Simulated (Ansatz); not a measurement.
A series of calculations on WS₂ and related structures

### Relaxation

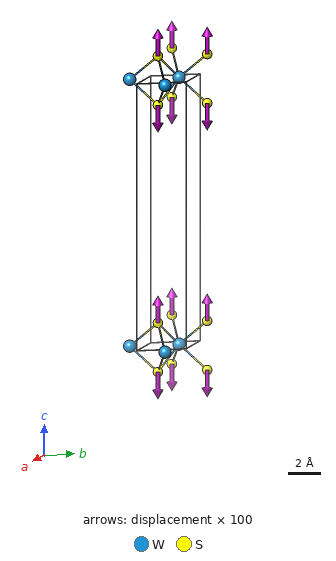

A relaxation of crystalline WS2 (set up in P-6m2). The starting structure is drawn; purple arrows show the displacements (the part carried along by the change of the cell is left out), magnified 100 times.

A ball-and-stick model of the cell of the calculation, seen slightly off an axis.

Computed with DFT PBE+D3(BJ), scalar-relativistic, plane waves, PAW in Ansatz 0.2.0.

The input:
```yaml
crystal:
  lattice:
    - [3.1835163552, 0.0, 0.0]
    - [-1.5917581776, 2.7570060369, 0.0]
    - [0.0, 0.0, 16.95057789]
  atoms:
    - { symbol: W, position: [0.33333333, 0.66666667, 0.0] }
    - { symbol: S, position: [0.66666667, 0.33333333, 0.90799949] }
    - { symbol: S, position: [0.66666667, 0.33333333, 0.09200051] }
basis:
  ecutwfc: 420
kpoints:
  mp_grid: { grid: [12, 12, 2] }
hamiltonian:
  xc: pbe
  dispersion: d3bj
scf:
  occupations: { method: gaussian, width: 0.02 }
output:
  forces: true
  stress: true
  eigenvalues: true
  write_density: true
  write_potential: true
  elf: true
  volumetric_format: npy
relax:
  adjacent_minimum: "off"
  f_tol: 0.005
  max_steps: 80
  cell: { stress_tol: 0.05 }
```

Run as
```bash
ansatz run input.yaml --threads 4 --pin off --max-ram 10240MiB --backend cpu --events-out ev --progress --plain --runs-dir out
```

### Atoms of which element are displaced furthest, and by how much?

Sulfur: up to 0.018 Å, against 0.000 Å for tungsten.

### What did the optimiser do to the structure, and how much energy did it gain?

The largest moves relative to the cell, 0.018 Å, are those of S2 and S3. S3 goes along +c. W stays in place. Cell: a = b 3.184 → 3.160 Å (−0.7 %), c 16.951 → 16.939 Å (−0.1 %). Volume −1.6 %. Some distances before and after: W1–W1 3.184 → 3.160 Å. The space group stays P-6m2 (No. 187). After 1 accepted move (3 points after the start) the energy has fallen by 2.3 meV per atom. Largest force component: 0.16 eV/Å at the start, 0.00094 eV/Å at the end. Pressure: −0.23 GPa at the start and −0.02 GPa at the end. The line search rejected the trial step at point 1 of the run. The SCF was repeated once at an unchanged geometry on a basis and grid sized afresh for the cell, which shifted the energy by less than 0.05 meV per atom at most. The run took 8.7 s on 4 threads of Arm Neoverse V2, with other jobs on the host, peak memory 0.46 GiB.

### Relaxation

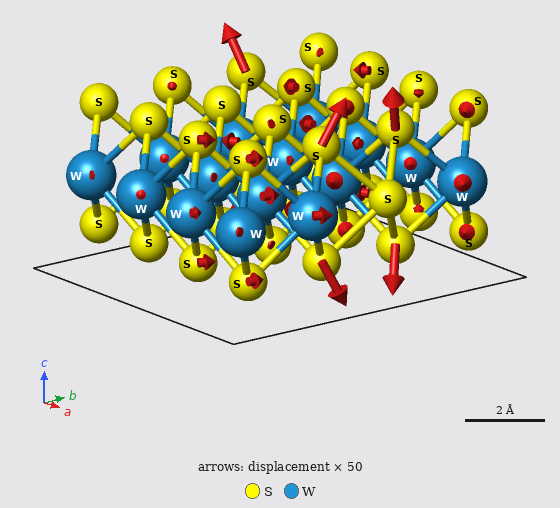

This is a relaxation of a defect cell of composition W5S11 (cell charge −1). The starting structure is drawn; red arrows show the displacements, 50 times their true length.

A ball-and-stick model of the cell of the calculation, outlined in the plane, without the vacuum, seen slightly off an axis.

Case: S on a W site (c), charge -1, atoms relaxed at the host's cell.

Method: DFT PBE+D3(BJ), scalar-relativistic, plane waves, PAW (Ansatz). (plane-wave cutoff 420 eV; k-point mesh 2 × 2 × 2; occupations gaussian; smearing width 0.01 eV; collinear spin; atoms relaxed in a fixed cell; force threshold 0.025 eV/Å; at most 45 steps)

Atoms of which element are displaced furthest, and by how much?

Answer. Sulfur: up to 0.028 Å, against 0.011 Å for tungsten.

What happened in the run?

Answer. The energy falls by 42.1 meV per cell of the calculation in 2 accepted moves (3 points after the start). The largest force component goes from 0.41 to 0.012 eV/Å. The line search rejected the trial step at point 1 of the run. The largest moves relative to the layer's centre, 0.028 Å, are those of S atoms. By element the largest moves are S 0.028 Å, W 0.011 Å. The cell stays as it was. Near-neighbour distances that change, for instance: W–W 3.220 → 3.200 Å, S–W 2.398 → 2.416 Å, W–W 3.153 → 3.163 Å, W–W 3.099 → 3.107 Å.

Limits of the set-up: the cell is charged, on a uniform background, and energies carry no finite-size correction.

### Defect

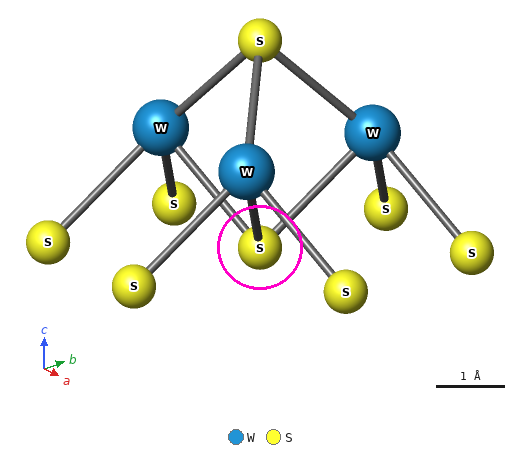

Perfect WS2. Style: ball-and-stick. Shown: the atoms within 3.3 Å of one point, slightly off an axis.

Level of theory: Ansatz 0.2.0, DFT PBE+D3(BJ), scalar-relativistic, plane waves, PAW. (plane-wave cutoff 420 eV; k-point mesh 2 × 2 × 2; occupations gaussian; smearing width 0.01 eV; collinear spin) The cell is small and the k-mesh coarse, so the numbers are rough. A uniform background neutralises the charged cell. The axes drawn are those of the host's conventional cell.

A sulfur atom is replaced by tungsten at the ringed place, in charge state +1. The supercell has 48 sites, and the atoms are relaxed at the host's cell.

### How do the neighbours respond?

In the host the S atom has 3 W at 2.41 Å; the W atom ends with 3 W at 2.57 Å. Of the host's atoms, a sulfur atom moves furthest from its site, by 0.15 Å. The W atom itself moves 0.17 Å from where it was put.

The relaxed defect, seen from the same direction:

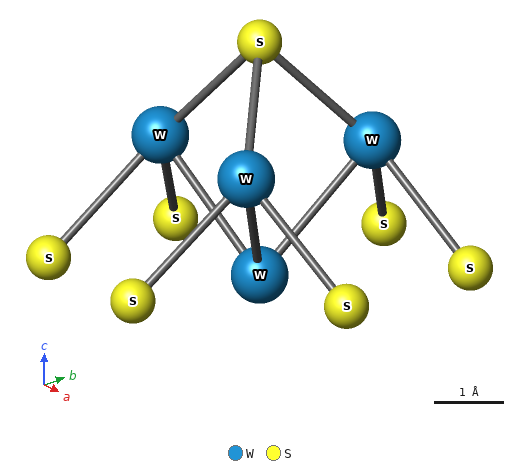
